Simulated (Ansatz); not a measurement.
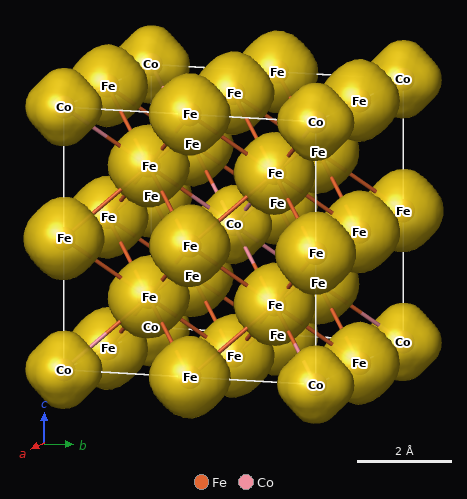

Figure. Fe$_{7}$Co. Isosurfaces of the magnetisation density (up minus down) at +0.15 (yellow) and −0.15 e/Å³ (cyan), seen slightly off an axis. Sticks mark near contacts.

Space group Im-3m; a structure from a database of computed crystals, not necessarily the ambient phase; changed on purpose from its base cell (volume × 1.06); computed pressure about −10 GPa in this cell; spin-polarised.

Computed with Ansatz 0.2.0, DFT PBEsol, scalar-relativistic, plane waves, PAW.

### Describe the spin distribution.

The spin density sits on Fe: +2.5 μB (×8) and +2.3 μB (×6); Co: +1.8 μB (×2) in one cell of 16 atoms: parallel moments (a ferromagnetic arrangement) in this solution. The cell of the calculation (8 atoms) carries 18.4 μB of net spin moment. Only one sign reaches the isovalue.
